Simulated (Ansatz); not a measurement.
Geometry relaxation, with input and output: NiSi (part 2 of 2)

Continued. System: NiSi (Fm-3m, 2 atoms in the cell). Method: DFT, PBE, PAW with Ansatz's default frozen-core files, scalar-relativistic, no spin polarisation (Ansatz 0.2.0); cutoff 420 eV, 15×15×15 k-mesh, Fermi–Dirac smearing of 0.05 eV. The structure was built on a prototype by a generator; it need not be a known phase. Its volume is 0.93 times that of the source entry. It belongs to a series of runs on one base structure; here: rocksalt relaxed under pressure, PAW files.

```
basis re-selected at this cell: Δ(F+E_penalty+E_count) = -6.997e-6 eV, ΔP = -0.000 GPa vs the last step (what re-selecting the basis moved, of the pressure what is left beyond the Pulay correction that the steps carried, after the strain that the cell walked since its last selection, with what the two solves' SCF thresholds leave and, on support functions, any second-order correction that the steps lacked; it is no measure of the basis error at this ecutwfc). This SCF's stress stands 2.71e-4 GPa from its target on what of the cell is left free (relax.cell.stress_tol is 3.00e-2 GPa) and its largest allowed force component is 4.01e-30 eV/Å (relax.f_tol is 5.00e-3 eV/Å): within both
SCF converged after 8 iterations
Free energy (F): -6475.434028 eV
Harris-Foulkes:  -6475.434028 eV  (|F-HF|=1.82e-12)
Internal energy: -6475.424215 eV  (E = F + TS)
E sigma→0 (E₀):  -6475.429121 eV
Entropy (-TS):   -0.009813 eV (-4.907 meV/atom)
Fermi energy:    14.163530 eV
--- Per-component energies (eV) ---
  E_band       = -331.189244
  E_kinetic    = 328.975792
  E_local      = -4389.339709  (includes V_loc(G=0)·N_el)
  E_nonlocal   = 662.550087
  E_hartree    = 1878.483341
  E_xc         = -142.069184
  E_vxc        = -158.884729  (∫ρ·V_xc dr)
  E_paw        = -2144.295473  (= ΣΔE_a)
  E_vpaw       = -531.457969  (= ΣTr[D̂ρ^β])
  E_aug_tail   = 0.000601  (compensation charges beyond the density's cutoff)
  E_ewald      = -2669.729670
  E_smearing   = -0.009813  (= −TS)
  E_closure    = -0.000000  (closes the sum)
  Σ components = -6475.434028   (vs F -6475.434028, Δ=0.00e0)
--- Forces (eV/Å), atoms counted from 1 ---
  atom   1  Ni    -0.00000000    -0.00000000    -0.00000000
  atom   2  Si     0.00000000    -0.00000000     0.00000000
  max |Σ_I F_I| component: 1.45e-30 eV/Å
--- Stress (GPa, compression-positive) ---
       11.999729       0.000000       0.000000
        0.000000      11.999729       0.000000
        0.000000       0.000000      11.999729
  P = ⅓ Tr σ = 11.9997 GPa (119.997 kbar)
--- Band table (eV; the first three rows and the last of 120) ---
  k-point 0: bands = ["-89.4145", "-49.8285", "-49.8285", "-49.8285", "1.5759", "11.4247", "11.4247", "11.4247", "11.4661", "11.4661", "18.4923", "18.4923", "18.4923", "24.4921", "24.4921"]
  k-point 1: bands = ["-89.4144", "-49.8289", "-49.8286", "-49.8286", "1.6679", "11.3736", "11.4082", "11.4082", "11.4689", "11.4689", "18.0138", "18.5335", "18.5335", "24.0087", "24.5746"]
  k-point 2: bands = ["-89.4144", "-49.8300", "-49.8288", "-49.8288", "1.9427", "11.2094", "11.2871", "11.2871", "11.5567", "11.5567", "16.8706", "18.6494", "18.6494", "23.3327", "24.6835"]
  k-point 119: bands = ["-89.4138", "-49.8347", "-49.8344", "-49.8323", "6.8521", "9.4754", "9.4790", "10.4809", "12.4502", "12.7677", "13.0366", "13.2937", "14.0632", "23.2843", "24.5738"]
--- Relaxed structure (3 steps of the walk, 3 accepted, 1 SCFs on fresh bases) ---
  F+E_penalty+E_count = -6475.43402805 eV   max|allowed force component| = 4.010e-30 eV/Å   (the final SCF, on the basis selected at the relaxed cell)
  cell:  # Å, volume = 24.7676 Å³
    - [1.5286116098686771e-33, 2.3135812985887383, 2.3135812985887383]
    - [2.3135812985887383, 1.0700281269080741e-33, 2.3135812985887383]
    - [2.3135812985887383, 2.3135812985887383, -6.623983642764267e-34]
  atoms:
    - { symbol: Ni, position: [-3.048994805011831e-38, 5.420435208898868e-38, 1.3551088022218375e-37] }
    - { symbol: Si, position: [0.49999999999999994, 0.49999999999999994, 0.49999999999999994] }
```

**File rho_z.tsv**
```
# z_ang	rho[e/angstrom^3]
# format = ansatz-planar-average/11
# lattice	0.000000000	2.313581299	2.313581299
# lattice	2.313581299	0.000000000	2.313581299
# lattice	2.313581299	2.313581299	-0.000000000
# sites	2
# site	28	0.000000000	0.000000000	0.000000000
# site	14	2.313581299	2.313581299	2.313581299
0.000000	2.742420e0
0.136329	2.499698e0
0.272658	1.924970e0
0.408987	1.316433e0
0.545316	8.626350e-1
0.681645	5.872459e-1
0.817975	4.383843e-1
0.954304	3.613334e-1
1.090633	3.205261e-1
1.226962	2.960939e-1
1.363291	2.790088e-1
1.499620	2.687351e-1
1.635949	2.656099e-1
1.772278	2.687351e-1
1.908607	2.790088e-1
2.044936	2.960939e-1
2.181265	3.205261e-1
2.317594	3.613334e-1
2.453924	4.383843e-1
2.590253	5.872459e-1
2.726582	8.626350e-1
2.862911	1.316433e0
2.999240	1.924970e0
3.135569	2.499698e0
```

**File v_z.tsv**
```
# z_ang	v_es[eV]	v_tot[eV]
# format = ansatz-planar-average/11
# xc	pbe
# density_cutoff_ev	1680
# datasets	Ni=:simpson_from_first_knot:soft	Si=:simpson_from_first_knot:soft
# lattice	0.000000000	2.313581299	2.313581299
# lattice	2.313581299	0.000000000	2.313581299
# lattice	2.313581299	2.313581299	-0.000000000
# sites	2
# site	28	0.000000000	0.000000000	0.000000000
# site	14	2.313581299	2.313581299	2.313581299
0.000000	2.298101e0	-1.031089e1
0.136329	2.525412e0	-1.003915e1
0.272658	3.183991e0	-9.248834e0
0.408987	4.180255e0	-8.059922e0
0.545316	5.343908e0	-6.672864e0
0.681645	6.326475e0	-5.428342e0
0.817975	6.757158e0	-4.728893e0
0.954304	6.527157e0	-4.798906e0
1.090633	5.730908e0	-5.607145e0
1.226962	4.625889e0	-6.826049e0
1.363291	3.601177e0	-7.971792e0
1.499620	2.915670e0	-8.745352e0
1.635949	2.673936e0	-9.020900e0
1.772278	2.915670e0	-8.745352e0
1.908607	3.601177e0	-7.971792e0
2.044936	4.625889e0	-6.826049e0
2.181265	5.730908e0	-5.607145e0
2.317594	6.527157e0	-4.798906e0
2.453924	6.757158e0	-4.728893e0
2.590253	6.326475e0	-5.428342e0
2.726582	5.343908e0	-6.672864e0
2.862911	4.180255e0	-8.059922e0
2.999240	3.183991e0	-9.248834e0
3.135569	2.525412e0	-1.003915e1
```

**Trajectory as extended XYZ (Å, eV, eV/Å), 4 frames, from step=1 to step=4**
```
2
Lattice="0.0000 2.3132 2.3132 2.3132 0.0000 2.3132 2.3132 2.3132 0.0000" Properties=species:S:1:pos:R:3:forces:R:3 step=1 energy=-6475.43313 pressure_GPa=12.09
Ni    0.0000    0.0000    0.0000    0.0000   0.0000   0.0000
Si    2.3132    2.3132    2.3132    0.0000   0.0000   0.0000
2
Lattice="0.0000 2.3134 2.3134 2.3134 0.0000 2.3134 2.3134 2.3134 0.0000" Properties=species:S:1:pos:R:3:forces:R:3 step=2 energy=-6475.43368 pressure_GPa=12.04
Ni    0.0000    0.0000    0.0000    0.0000   0.0000   0.0000
Si    2.3134    2.3134    2.3134    0.0000   0.0000   0.0000
2
Lattice="0.0000 2.3136 2.3136 2.3136 0.0000 2.3136 2.3136 2.3136 0.0000" Properties=species:S:1:pos:R:3:forces:R:3 step=3 energy=-6475.43402 pressure_GPa=12.00
Ni    0.0000    0.0000    0.0000    0.0000   0.0000   0.0000
Si    2.3136    2.3136    2.3136    0.0000   0.0000   0.0000
2
Lattice="0.0000 2.3136 2.3136 2.3136 0.0000 2.3136 2.3136 2.3136 0.0000" Properties=species:S:1:pos:R:3:forces:R:3 step=4 energy=-6475.43403 pressure_GPa=12.00
Ni    0.0000    0.0000    0.0000    0.0000   0.0000   0.0000
Si    2.3136    2.3136    2.3136    0.0000   0.0000   0.0000
```

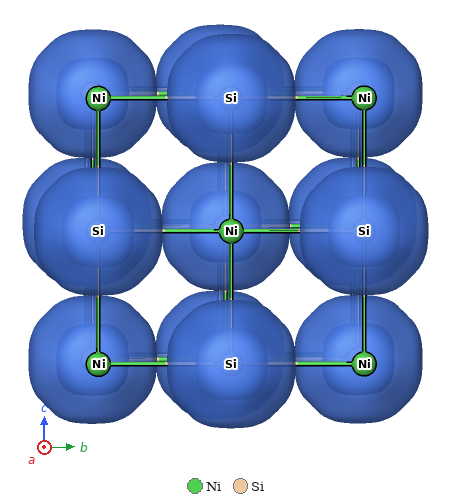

Figure 1. Isosurface of the ELF at 0.55 (blue), seen at an oblique angle. Core shells and regions of very low density are left out. Sticks mark near contacts. The outline is the cell set on symmetry axes. Profiles from the grid: Si–Ni (2.31 Å): the ELF is about 0.50 at the midpoint. Core electrons are frozen (PAW), so the fields are smoothed inside the atomic spheres.

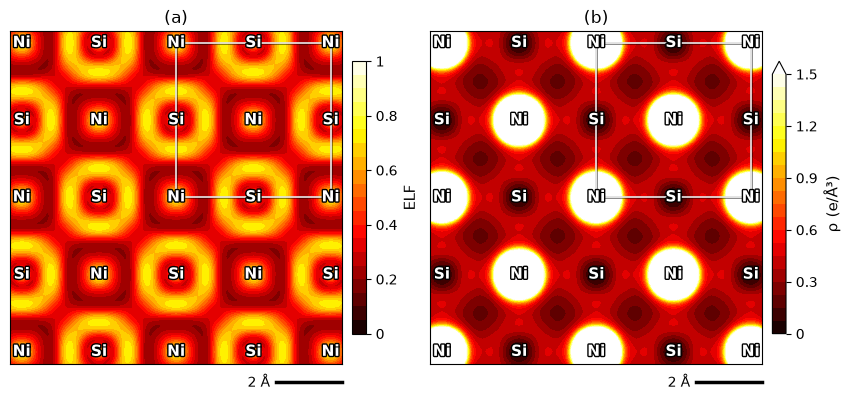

Figure 2. (a) electron localisation function; (b) valence pseudo-density on the (100) plane of the conventional cell. Atoms in the plane: Ni and Si. Si–Ni (2.31 Å): ρ is about 0.46 e/Å³ halfway; the ELF is about 0.50 at the midpoint. Away from the nuclei the density in this plane falls to 0.2 e/Å³ at its lowest. The strong features right at Ni lie inside the PAW spheres (semicore, d or f shells) and say nothing about bonding.

The run was set up as follows.

**The input**
```yaml
crystal:
  lattice:
    - [0.0, 2.3132102729, 2.3132102729]
    - [2.3132102729, 0.0, 2.3132102729]
    - [2.3132102729, 2.3132102729, 0.0]
  atoms:
    - { symbol: Ni, position: [0.0, 0.0, 0.0] }
    - { symbol: Si, position: [0.5, 0.5, 0.5] }
kpoints:
  mp_grid: { grid: [15, 15, 15] }
scf:
  occupations: { method: fermi_dirac, width: 0.05 }
hamiltonian:
  xc: pbe
  pseudopotentials: { kind: paw }
output:
  forces: true
  stress: true
  eigenvalues: true
  write_density: true
  write_potential: true
  elf: true
  volumetric_format: npy
relax:
  f_tol: 0.005
  max_steps: 40
  cell: { p_target: 12.0, stress_tol: 0.03 }
```

Launched with:
```bash
ansatz run input.yaml --threads 1 --pin off --max-ram 3584MiB --backend cpu --events-out ev --progress --plain --runs-dir out
```

**Results in brief**

```tsv
quantity	value
outcome	converged
space group (tolerance 0.01 Å)	Fm-3m (225)
electrons treated	22
free energy	−6475.4340 eV
Fermi energy	14.164 eV
pressure	12.00 GPa
final volume	24.77 Å³
largest force (length of the vector) at the end	under 0.001 eV/Å
final cell	a = 3.272 Å, b = 3.272 Å, c = 3.272 Å, α = 60.00°, β = 60.00°, γ = 60.00°
hardware	1 thread of AMD EPYC (Zen 5), 64 GiB of memory available, shared host
wall time	4.2 s
peak memory	0.4 GiB
```

**Notes**

The run has no spin polarisation, so a magnetic state may lie lower. The cell was relaxed to the target pressure of the input; what is minimised is then the enthalpy E + pV.
